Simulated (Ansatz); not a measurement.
## Geometry relaxation, with input and output: Zn24O23 (charge +1) (part 3 of 3)

The same run, continued: Zn24O23 (defect cell, 47 atoms in the cell, total charge +1); DFT PBE, scalar-relativistic, plane waves, PAW, spin-polarised (Ansatz 0.2.0); cutoff 420 eV, 2×2×2 k-mesh, Gaussian smearing of 0.01 eV, collinear spins. The structure derives from a Materials Project entry. It belongs to a series of runs on one base structure; here: O vacancy (site b), charge +1, atoms relaxed at the host's cell, started again with a moment of 3 μB.

## Output, continued
```
--- Relaxed structure (2 steps of the walk, 2 accepted, 0 SCFs on fresh bases) ---
  F+E_penalty+E_count = -92722.92273822 eV   max|allowed force component| = 6.397e-3 eV/Å
  atoms:
    - { symbol: Zn, position: [0.3232730791999999, 0.6566064125333333, 0.4899397458666666] }
    - { symbol: Zn, position: [0.6672533379333333, 0.4988407512666666, 0.3328329045666667] }
    - { symbol: Zn, position: [0.0001529613333333124, 0.8323984769999999, 0.6686494454666667] }
    - { symbol: Zn, position: [0.1655074179333334, 0.49949957123333333, 0.8339200046000002] }
    - { symbol: Zn, position: [0.4990651436666667, 0.8353161121333332, 0.1668196279999999] }
    - { symbol: Zn, position: [0.16616623790000007, 0.0005866712666666718, 0.3321740846] }
    - { symbol: Zn, position: [0.5019827788, 0.3334862946666667, 0.6657318103333333] }
    - { symbol: Zn, position: [0.8350726435666666, 0.6668537062, 0.0007548372666666969] }
    - { symbol: Zn, position: [0.8340881705999998, 0.16840597689999992, 0.5001870395333333] }
    - { symbol: Zn, position: [0.3335203728666666, 0.16742150393333333, 0.0017393102333333743] }
    - { symbol: Zn, position: [0.6663585009666666, -0.0003081656999999738, 0.8330251676333333] }
    - { symbol: Zn, position: [0.0003454787999999931, 0.3336788121333333, 0.16701214546666665] }
    - { symbol: Zn, position: [0.33328535673333326, 0.4986783443, 0.16569096066666666] }
    - { symbol: Zn, position: [0.6684571753666666, 0.33248243896666674, 0.0010498983666666906] }
    - { symbol: Zn, position: [-0.0009757059999999651, 0.6666186900666666, 0.33201167763333334] }
    - { symbol: Zn, position: [0.1653450109666667, 0.33235762733333335, 0.4999520234] }
    - { symbol: Zn, position: [0.5030833207666667, 0.6588803547666666, 0.8465080743333333] }
    - { symbol: Zn, position: [0.1667814521999999, 0.8344424898666667, 0.001585087000000096] }
    - { symbol: Zn, position: [0.5011091565333332, 0.16825175366666661, 0.3334481188666666] }
    - { symbol: Zn, position: [0.8349184203333333, 0.5001147855333332, 0.6677758232000001] }
    - { symbol: Zn, position: [0.8343832317, 0.0017905087000000819, 0.1658157723] }
    - { symbol: Zn, position: [0.32554702143333325, 0.01317474099999999, 0.6697499874333332] }
    - { symbol: Zn, position: [0.6798414076666667, 0.8364166541, 0.4922136881000001] }
    - { symbol: Zn, position: [-0.0008508943666666879, 0.1677165650333333, 0.8351238420333333] }
    - { symbol: O, position: [0.7915098501666669, 0.6265889567666667, 0.4609576627666667] }
    - { symbol: O, position: [0.12736624153333348, 0.9588905199, 0.7929588152666667] }
    - { symbol: O, position: [0.29325562343333333, 0.6276243294333335, 0.9581765168333334] }
    - { symbol: O, position: [0.6255571865666667, 0.9596254819333333, 0.29403290820000005] }
    - { symbol: O, position: [0.2942909960999999, 0.12484318350000001, 0.4599222901] }
    - { symbol: O, position: [0.6262921485999999, 0.4606995748666666, 0.7922238532333332] }
    - { symbol: O, position: [0.9596314800999999, 0.7940945171333333, 0.12703349266666675] }
    - { symbol: O, position: [0.960366826, 0.2929648134333333, 0.6274278504666668] }
    - { symbol: O, position: [0.4607611838, 0.29370015933333327, 0.1262981467666667] }
    - { symbol: O, position: [0.7922992969999999, 0.12563263033333316, 0.9589659636666665] }
    - { symbol: O, position: [0.1275232197333333, 0.4608565530666666, 0.29418988640000004] }
    - { symbol: O, position: [0.4604178621666665, 0.6276061989, 0.29347908656666666] }
    - { symbol: O, position: [0.7935353134666665, 0.46033342536666666, 0.12639198370000004] }
    - { symbol: O, position: [0.12681241990000014, 0.7937511955, 0.4609395322333333] }
    - { symbol: O, position: [0.29427286556666665, 0.4601457532333333, 0.6270845288333333] }
    - { symbol: O, position: [0.6259012522333334, 0.7929737734333333, 0.9591599871333335] }
    - { symbol: O, position: [0.29322616876666663, 0.9603459419, 0.12664201333333336] }
    - { symbol: O, position: [0.6270126085666667, 0.29330868, 0.45989283543333326] }
    - { symbol: O, position: [0.9599753466666667, 0.6265595021, 0.7936792752333334] }
    - { symbol: O, position: [0.9597253170333332, 0.12686864679999998, 0.2936667587] }
    - { symbol: O, position: [0.45964044009999994, 0.12582665379999997, 0.7925679189000001] }
    - { symbol: O, position: [0.7924933204666669, 0.9592345855666666, 0.6263071067666669] }
    - { symbol: O, position: [0.12700009203333334, 0.2930586503666667, 0.9602019801333332] }
--- Löwdin populations: 47 sites ---
  site symbol       q [e]    m [muB]
     0     Zn     10.6999     0.0790
     1     Zn     10.5769     0.0022
     2     Zn     10.5768     0.0029
     3     Zn     10.5769     0.0022
     4     Zn     10.5768     0.0029
     5     Zn     10.5769     0.0022
     6     Zn     10.5768     0.0029
     7     Zn     10.5782     0.0020
     8     Zn     10.5782     0.0020
     9     Zn     10.5782     0.0020
    10     Zn     10.5792     0.0051
    11     Zn     10.5801     0.0017
    12     Zn     10.5838     0.0036
    13     Zn     10.5802     0.0028
    14     Zn     10.5838     0.0036
    15     Zn     10.5838     0.0036
    16     Zn     10.7112     0.0940
    17     Zn     10.5770     0.0026
    18     Zn     10.5770     0.0026
    19     Zn     10.5770     0.0026
    20     Zn     10.5802     0.0028
    21     Zn     10.7112     0.0940
    22     Zn     10.7112     0.0940
    23     Zn     10.5802     0.0028
    24      O      7.2341     0.0266
    25      O      7.2346     0.0267
    26      O      7.2341     0.0266
    27      O      7.2346     0.0267
    28      O      7.2341     0.0266
    29      O      7.2346     0.0267
    30      O      7.2373     0.0086
    31      O      7.2373     0.0086
    32      O      7.2373     0.0086
    33      O      7.2378     0.0091
    34      O      7.2378     0.0108
    35      O      7.2334     0.0263
    36      O      7.2373     0.0060
    37      O      7.2334     0.0263
    38      O      7.2334     0.0263
    39      O      7.2337     0.0270
    40      O      7.2393     0.0060
    41      O      7.2393     0.0060
    42      O      7.2393     0.0060
    43      O      7.2373     0.0060
    44      O      7.2337     0.0270
    45      O      7.2337     0.0270
    46      O      7.2373     0.0060
  spilling = 0.009798 (of n_electrons = 425.000000)
```

## File populations.tsv
```
# site	symbol	l	j	q_up	q_dn
# orbitals = lowdin
# n_electrons = 425.000000
# spilling = 0.009798
0	Zn	0_4S	-	0.404647	0.329574
0	Zn	2_3D	-	4.984785	4.980859
1	Zn	0_4S	-	0.300547	0.299171
1	Zn	2_3D	-	4.989040	4.988180
2	Zn	0_4S	-	0.300822	0.299026
2	Zn	2_3D	-	4.989005	4.987909
3	Zn	0_4S	-	0.300547	0.299171
3	Zn	2_3D	-	4.989040	4.988180
4	Zn	0_4S	-	0.300822	0.299026
4	Zn	2_3D	-	4.989005	4.987909
5	Zn	0_4S	-	0.300547	0.299171
5	Zn	2_3D	-	4.989040	4.988180
6	Zn	0_4S	-	0.300822	0.299026
6	Zn	2_3D	-	4.989005	4.987909
7	Zn	0_4S	-	0.301068	0.300023
7	Zn	2_3D	-	4.989035	4.988030
8	Zn	0_4S	-	0.301068	0.300023
8	Zn	2_3D	-	4.989035	4.988030
9	Zn	0_4S	-	0.301068	0.300023
9	Zn	2_3D	-	4.989035	4.988030
10	Zn	0_4S	-	0.303394	0.298707
10	Zn	2_3D	-	4.988756	4.988377
11	Zn	0_4S	-	0.301780	0.300776
11	Zn	2_3D	-	4.989127	4.988387
12	Zn	0_4S	-	0.304510	0.302995
12	Zn	2_3D	-	4.989164	4.987084
13	Zn	0_4S	-	0.302506	0.301016
13	Zn	2_3D	-	4.988991	4.987659
14	Zn	0_4S	-	0.304510	0.302995
14	Zn	2_3D	-	4.989164	4.987084
15	Zn	0_4S	-	0.304510	0.302995
15	Zn	2_3D	-	4.989164	4.987084
16	Zn	0_4S	-	0.417428	0.327148
16	Zn	2_3D	-	4.985188	4.981475
17	Zn	0_4S	-	0.300733	0.298969
17	Zn	2_3D	-	4.989080	4.988238
18	Zn	0_4S	-	0.300733	0.298969
18	Zn	2_3D	-	4.989080	4.988238
19	Zn	0_4S	-	0.300733	0.298969
19	Zn	2_3D	-	4.989080	4.988238
20	Zn	0_4S	-	0.302506	0.301016
20	Zn	2_3D	-	4.988991	4.987659
21	Zn	0_4S	-	0.417428	0.327148
21	Zn	2_3D	-	4.985188	4.981475
22	Zn	0_4S	-	0.417428	0.327148
22	Zn	2_3D	-	4.985188	4.981475
23	Zn	0_4S	-	0.302506	0.301016
23	Zn	2_3D	-	4.988991	4.987659
24	O	0_2S	-	0.942148	0.938281
24	O	1_2P	-	2.688203	2.665500
25	O	0_2S	-	0.941984	0.938107
25	O	1_2P	-	2.688680	2.665828
26	O	0_2S	-	0.942148	0.938281
26	O	1_2P	-	2.688203	2.665500
27	O	0_2S	-	0.941984	0.938107
27	O	1_2P	-	2.688680	2.665828
28	O	0_2S	-	0.942148	0.938281
28	O	1_2P	-	2.688203	2.665500
29	O	0_2S	-	0.941984	0.938107
29	O	1_2P	-	2.688680	2.665828
30	O	0_2S	-	0.938040	0.937221
30	O	1_2P	-	2.684882	2.677114
31	O	0_2S	-	0.938040	0.937221
31	O	1_2P	-	2.684882	2.677114
32	O	0_2S	-	0.938040	0.937221
32	O	1_2P	-	2.684882	2.677114
33	O	0_2S	-	0.937807	0.936838
33	O	1_2P	-	2.685633	2.677527
34	O	0_2S	-	0.939012	0.938067
34	O	1_2P	-	2.685296	2.675395
35	O	0_2S	-	0.942417	0.938644
35	O	1_2P	-	2.687391	2.664905
36	O	0_2S	-	0.938021	0.937432
36	O	1_2P	-	2.683628	2.678183
37	O	0_2S	-	0.942417	0.938644
37	O	1_2P	-	2.687391	2.664905
38	O	0_2S	-	0.942417	0.938644
38	O	1_2P	-	2.687391	2.664905
39	O	0_2S	-	0.942434	0.938109
39	O	1_2P	-	2.687912	2.665269
40	O	0_2S	-	0.937548	0.936883
40	O	1_2P	-	2.685104	2.679773
41	O	0_2S	-	0.937548	0.936883
41	O	1_2P	-	2.685104	2.679773
42	O	0_2S	-	0.937548	0.936883
42	O	1_2P	-	2.685104	2.679773
43	O	0_2S	-	0.938021	0.937432
43	O	1_2P	-	2.683628	2.678183
44	O	0_2S	-	0.942434	0.938109
44	O	1_2P	-	2.687912	2.665269
45	O	0_2S	-	0.942434	0.938109
45	O	1_2P	-	2.687912	2.665269
46	O	0_2S	-	0.938021	0.937432
46	O	1_2P	-	2.683628	2.678183
```

## Trajectory as extended XYZ (Å, eV, eV/Å), 2 frames, from step=1 to step=2
```
47
Lattice="-3.2794 5.6801 5.2932 -3.2794 -5.6801 5.2932 6.5588 -0.0000 5.2932" Properties=species:S:1:pos:R:3:forces:R:3 step=1 energy=-92722.92274
Zn    0.0000   -1.8934    7.7801    0.0000   0.0000  -0.0061
Zn   -1.6411    0.9566    7.9342   -0.0004   0.0021   0.0000
Zn    1.6553   -4.7272    7.9462    0.0010  -0.0009  -0.0002
Zn    3.2887   -1.8971    7.9342    0.0020  -0.0007   0.0000
Zn   -3.2818   -1.9099    7.9462   -0.0013  -0.0004  -0.0002
Zn    1.6318    0.9405    2.6409   -0.0016  -0.0014   0.0000
Zn    1.6266    0.9571    7.9462    0.0003   0.0013  -0.0002
Zn   -4.9205    0.9555    7.9540    0.0005   0.0008  -0.0010
Zn   -0.0070    3.7811    7.9540   -0.0009   0.0000  -0.0010
Zn   -1.6314    0.9435    2.6608    0.0004  -0.0008  -0.0010
Zn    3.2794    3.7867    7.9350    0.0000   0.0000  -0.0032
Zn    0.0000   -1.8934    2.6521    0.0000   0.0000   0.0000
Zn   -1.6416   -0.9394    5.2808    0.0013  -0.0016  -0.0002
Zn   -3.2756    1.9084    5.3038   -0.0003  -0.0006   0.0017
Zn   -0.0053   -3.7920    5.2808    0.0008   0.0020  -0.0002
Zn    1.6469   -0.9486    5.2808   -0.0021  -0.0003  -0.0002
Zn    1.7415   -0.8849   10.6313   -0.0015  -0.0017   0.0011
Zn   -3.2730   -3.7924    5.3081   -0.0001   0.0004  -0.0003
Zn   -0.0081    1.8907    5.3081    0.0004  -0.0001  -0.0003
Zn    0.0017    1.9017   10.6013   -0.0003  -0.0003  -0.0003
Zn   -1.6546    4.7292    5.3038    0.0007   0.0001   0.0017
Zn    3.2819    1.7743    5.3381   -0.0007   0.0021   0.0011
Zn   -1.7441   -0.8894   10.6313    0.0022  -0.0004   0.0011
Zn    4.9302   -0.9575    5.3038   -0.0004   0.0005   0.0017
O    -1.6272    0.9368    9.9463    0.0005   0.0019  -0.0008
O     1.6386   -4.7231    9.9471    0.0015  -0.0017  -0.0013
O     3.2645   -1.8992    9.9463    0.0013  -0.0014  -0.0008
O    -3.2699   -1.8975    9.9471   -0.0022  -0.0004  -0.0013
O     1.6420    0.9625    4.6531   -0.0019  -0.0005  -0.0008
O     1.6314    0.9406    9.9471    0.0007   0.0021  -0.0013
O    -4.9180    0.9403    9.9553   -0.0019   0.0005   0.0006
O     0.0050    3.7909    9.9553    0.0005  -0.0018   0.0006
O    -1.6458    0.9489    4.6621    0.0013   0.0014   0.0006
O     3.2794    3.7867    9.9349    0.0000   0.0000  -0.0002
O     0.0000   -1.8934    4.6716    0.0000   0.0000   0.0006
O    -1.6432   -0.9496    7.3126    0.0016  -0.0006   0.0013
O    -3.2829    1.8926    7.3060   -0.0002  -0.0012  -0.0001
O     0.0043   -3.7883    7.3126   -0.0003   0.0017   0.0013
O     1.6389   -0.9422    7.3126   -0.0013  -0.0011   0.0013
O     1.6379   -0.9490   12.5875   -0.0001   0.0006   0.0032
O    -3.2803   -3.7893    7.3058    0.0005   0.0001  -0.0012
O    -0.0018    1.8955    7.3058   -0.0001  -0.0005  -0.0012
O     0.0027    1.8938   12.5990   -0.0004   0.0003  -0.0012
O    -1.6373    4.7307    7.3060    0.0011   0.0004  -0.0001
O     3.2783    1.8961    7.2943    0.0006  -0.0002   0.0032
O    -1.6368   -0.9471   12.5875   -0.0005  -0.0004   0.0032
O     4.9202   -0.9432    7.3060   -0.0009   0.0007  -0.0001
47
Lattice="-3.2794 5.6801 5.2932 -3.2794 -5.6801 5.2932 6.5588 -0.0000 5.2932" Properties=species:S:1:pos:R:3:forces:R:3 step=2 energy=-92722.92274
Zn    0.0000   -1.8934    7.7801    0.0000   0.0000  -0.0064
Zn   -1.6411    0.9566    7.9342   -0.0005   0.0021   0.0000
Zn    1.6553   -4.7272    7.9462    0.0009  -0.0010  -0.0001
Zn    3.2887   -1.8971    7.9342    0.0020  -0.0006   0.0000
Zn   -3.2818   -1.9099    7.9462   -0.0013  -0.0003  -0.0001
Zn    1.6318    0.9405    2.6409   -0.0016  -0.0014   0.0000
Zn    1.6266    0.9571    7.9462    0.0004   0.0013  -0.0001
Zn   -4.9205    0.9555    7.9540    0.0005   0.0007  -0.0009
Zn   -0.0070    3.7811    7.9540   -0.0009   0.0001  -0.0009
Zn   -1.6314    0.9435    2.6608    0.0004  -0.0008  -0.0009
Zn    3.2794    3.7867    7.9350    0.0000   0.0000  -0.0031
Zn    0.0000   -1.8934    2.6521    0.0000   0.0000   0.0001
Zn   -1.6416   -0.9394    5.2808    0.0013  -0.0017  -0.0002
Zn   -3.2756    1.9084    5.3038   -0.0003  -0.0006   0.0017
Zn   -0.0053   -3.7920    5.2808    0.0008   0.0020  -0.0002
Zn    1.6469   -0.9486    5.2808   -0.0021  -0.0003  -0.0002
Zn    1.7415   -0.8849   10.6313   -0.0012  -0.0016   0.0012
Zn   -3.2730   -3.7924    5.3081   -0.0001   0.0004  -0.0003
Zn   -0.0081    1.8907    5.3081    0.0004  -0.0001  -0.0003
Zn    0.0017    1.9017   10.6013   -0.0003  -0.0002  -0.0003
Zn   -1.6546    4.7292    5.3038    0.0007   0.0001   0.0017
Zn    3.2819    1.7743    5.3381   -0.0007   0.0018   0.0012
Zn   -1.7441   -0.8894   10.6313    0.0020  -0.0003   0.0012
Zn    4.9302   -0.9575    5.3038   -0.0004   0.0005   0.0017
O    -1.6272    0.9368    9.9463    0.0006   0.0018  -0.0008
O     1.6386   -4.7231    9.9471    0.0014  -0.0016  -0.0013
O     3.2645   -1.8992    9.9463    0.0013  -0.0014  -0.0008
O    -3.2699   -1.8975    9.9471   -0.0021  -0.0004  -0.0013
O     1.6420    0.9625    4.6531   -0.0019  -0.0004  -0.0008
O     1.6314    0.9406    9.9471    0.0007   0.0021  -0.0013
O    -4.9180    0.9403    9.9553   -0.0019   0.0005   0.0005
O     0.0050    3.7909    9.9553    0.0005  -0.0019   0.0005
O    -1.6458    0.9489    4.6621    0.0013   0.0014   0.0005
O     3.2794    3.7867    9.9349    0.0000   0.0000  -0.0002
O     0.0000   -1.8934    4.6716    0.0000   0.0000   0.0006
O    -1.6432   -0.9496    7.3126    0.0017  -0.0006   0.0013
O    -3.2829    1.8926    7.3060   -0.0002  -0.0012  -0.0001
O     0.0043   -3.7883    7.3126   -0.0003   0.0017   0.0013
O     1.6389   -0.9422    7.3126   -0.0013  -0.0011   0.0013
O     1.6379   -0.9490   12.5875   -0.0002   0.0006   0.0032
O    -3.2803   -3.7893    7.3058    0.0005   0.0002  -0.0012
O    -0.0018    1.8955    7.3058   -0.0001  -0.0005  -0.0012
O     0.0027    1.8938   12.5990   -0.0004   0.0003  -0.0012
O    -1.6373    4.7307    7.3060    0.0011   0.0004  -0.0001
O     3.2783    1.8961    7.2943    0.0006  -0.0002   0.0032
O    -1.6368   -0.9471   12.5875   -0.0004  -0.0004   0.0032
O     4.9202   -0.9432    7.3060   -0.0010   0.0008  -0.0001
```

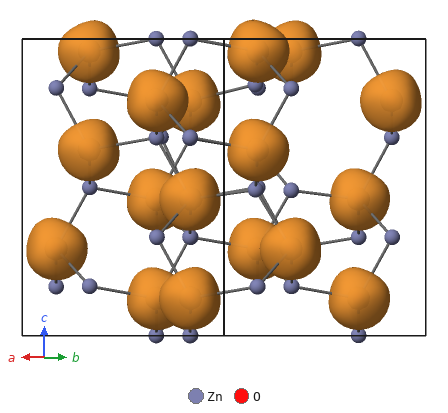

Isosurface of the electron localisation function at 0.65 (orange), seen along [110]. Only the valence region is drawn (cores and ρ < 0.01 e/Å³ removed). Sticks mark near contacts. The outline is the calculation cell. Values along the shortest contacts: Zn–O (1.95 Å): the ELF is about 0.25 at the midpoint. Zn–O (1.99 Å): the ELF is about 0.25 at the midpoint. Core electrons are frozen (PAW), so the fields are smoothed inside the atomic spheres.

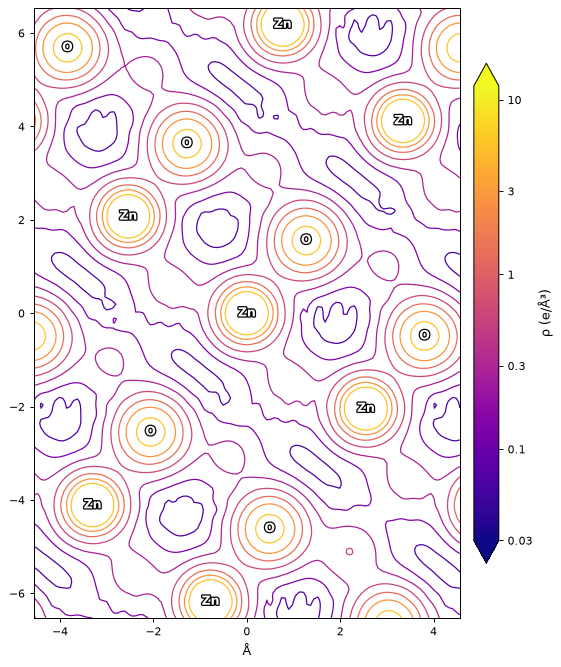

Valence electron density on the (11̄0) plane of the calculation cell. Atoms in the plane: Zn and O. Zn–O (2.01 Å): ρ is about 0.55 e/Å³ halfway. Away from the nuclei the density in this plane falls to 0.03 e/Å³ at its lowest.

## Results in brief

- outcome: converged
- electrons treated: 425
- free energy: −92722.9227 eV
- Fermi energy: 7.693 eV
- gap on the k-point mesh: 0.30 eV
- net moment of the cell: 1.00 μB
- integrated absolute moment: 1.05 μB
- final volume: 591.59 Å³
- largest force (length of the vector) at the end: 0.006 eV/Å
- hardware: 4 threads of Arm Neoverse V2, 24 GiB of memory available, shared host
- wall time: 82 s (CPU time 5.3 min)
- peak memory: 3 GiB
